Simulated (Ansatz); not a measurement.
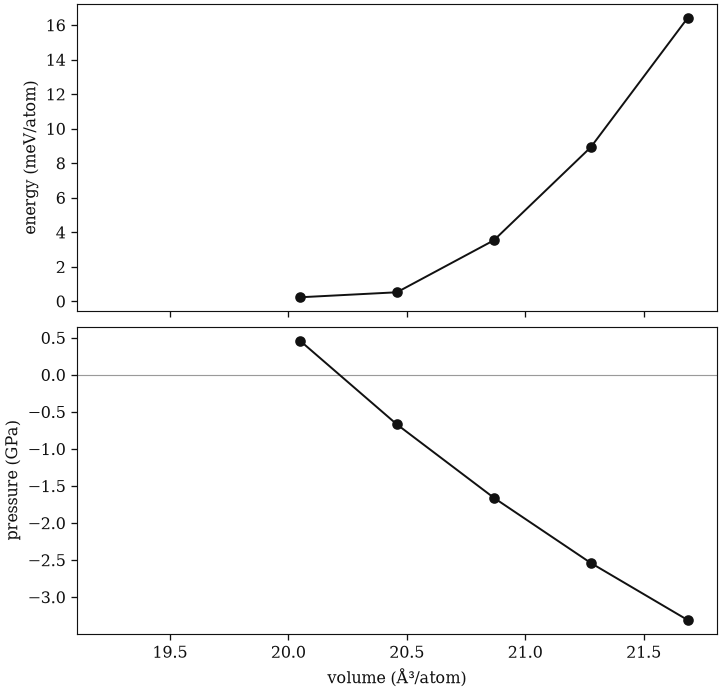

The picture above shows the energy and pressure against volume for AgCl, space group Fm-3m (No. 225).

Cell as given: a = 3.868 Å, b = 3.868 Å, c = 3.868 Å, α = 60.00°, β = 60.00°, γ = 60.00°; 2 atoms.

Method: all-electron LAPW DFT, no spin polarisation; energies at scaled volumes of the given cell, shape and fractions fixed, counted from the fit's minimum, third-order Birch-Murnaghan fit (Ansatz 0.2.0). Level: PBEsol.

```tsv
setting	value
k mesh	8×8×8
occupations	Fermi–Dirac
smearing width	0.05 eV
potentials	all electron LAPW, scalar relativistic
program settings	basis error eV/atom 0.001
```

The points at volume 19.23 Å³/atom and 19.64 Å³/atom are left out of the plot. What values does the calculation give there?

```
volume (Å³/atom)  energy (meV/atom)  pressure (GPa)
           19.23               9.30            3.21
           19.64               3.02            1.75
```
